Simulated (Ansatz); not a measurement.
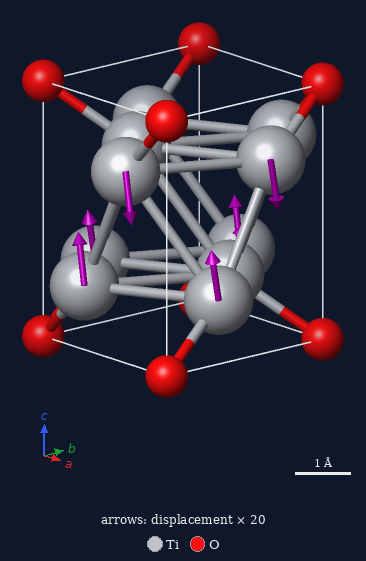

A relaxation of crystalline Ti$_{6}$O (set up in P-31m). The starting structure is drawn; purple arrows show the displacements (the part carried along by the change of the cell is left out), 20 times their true length.

A ball-and-stick model of the cell of the calculation, seen slightly off an axis.

The calculation used DFT r2SCAN, scalar-relativistic, plane waves, PAW (Ansatz).

The input:
```yaml
crystal:
  lattice:
    - [5.13, 0.0, 0.0]
    - [-2.565, 4.4427103214, 0.0]
    - [0.0, 0.0, 4.74]
  atoms:
    - { symbol: Ti, position: [0.333, 0.0, 0.25] }
    - { symbol: Ti, position: [0.0, 0.333, 0.25] }
    - { symbol: Ti, position: [0.667, 0.667, 0.25] }
    - { symbol: Ti, position: [0.0, 0.667, 0.75] }
    - { symbol: Ti, position: [0.667, 0.0, 0.75] }
    - { symbol: Ti, position: [0.333, 0.333, 0.75] }
    - { symbol: O, position: [0.0, 0.0, 0.0] }
basis:
  ecutwfc: 500
kpoints:
  mp_grid: { grid: [12, 12, 8] }
hamiltonian:
  xc: r2scan
scf:
  occupations: { method: gaussian, width: 0.1 }
output:
  forces: true
  stress: true
  eigenvalues: true
relax:
  adjacent_minimum: "off"
  f_tol: 0.005
  max_steps: 80
  cell: { stress_tol: 0.05 }
```

Command:
```bash
ansatz run input.yaml --threads 2 --pin off --max-ram 5120MiB --backend cpu --events-out ev --progress --plain --runs-dir out
```

Atoms of which element are displaced furthest, and by how much?

Titanium: up to 0.050 Å, against 0.000 Å for oxygen.

What happened in the run?

The largest moves relative to the cell, 0.050 Å, are those of Ti1, Ti2, Ti3, Ti4, Ti5 and Ti6. Ti1 goes along [−1 0 3]. O stays in place. The volume changes by −1.3 %, with a = b 5.130 → 5.103 Å (−0.5 %), c 4.740 → 4.726 Å (−0.3 %). Among the contacts that change: Ti1–Ti4 2.921 → 2.825 Å, Ti1–Ti5 2.925 → 3.007 Å, Ti1–Ti5 (another image) 2.925 → 2.851 Å, Ti1–Ti4 (another image) 2.921 → 2.983 Å. The space group stays P-31m (No. 162). The energy falls by 12.6 meV per atom in 4 accepted moves (6 points after the start). The largest force component goes from 0.47 to 0.0035 eV/Å. The pressure goes from −1.64 to 0.00 GPa. The line search rejected the trial step at point 1 of the run. At 1 point the geometry stayed and the basis and grid were re-selected for the new cell (energy shift of 0.1 meV per atom at most each time). The run took 9.5 min on 2 threads of Intel(R) Xeon(R) Processor @ 2.50GHz (Skylake/Cascade Lake) (shared host), peak memory 1.1 GiB.
